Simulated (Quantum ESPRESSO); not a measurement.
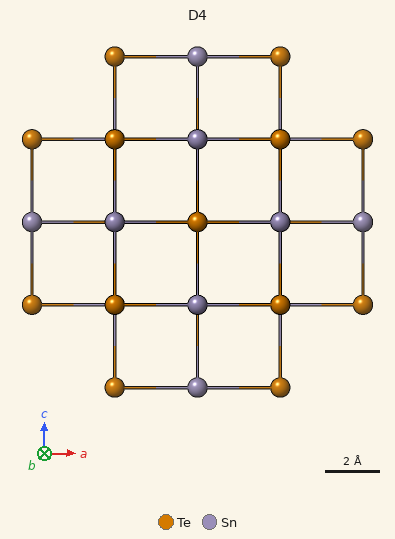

A crystal of SnTe (set up in Fm-3m), relaxed (cell and atoms) with several dispersion corrections. The picture shows the result with D4. Style: ball-and-stick. Shown: the conventional cell (4 times the calculation's cell), along the b axis. Lengths and directions refer to the drawn axes.

Computed with Quantum ESPRESSO 7.5: PBEsol, GBRV 1.5 PBEsol. Settings: plane-wave cutoff 925.2 eV; k-point mesh 7 × 7 × 7; occupations fermi-dirac; smearing width 0.05 eV; optimiser BFGS; no spin polarisation.

| dispersion correction | volume (Å³/atom) | a (Å) |
| --- | --- | --- |
| D4 | 30.006 | 6.215 |
| none | 30.812 | 6.270 |
| D3 | 30.369 | 6.240 |
| D3(BJ) | ? | ? |

> Estimate the missing row from the others, and compare with the calculation.

With D3(BJ) the volume is the smallest of the series, below D4 (30.006). The calculation gives 29.689 Å³/atom (a = 6.193 Å). In order of volume: D3(BJ) < D4 < D3 < none; the spread is 3.8 %.

Each member starts from this one structure; whether another phase lies lower wasn't checked.
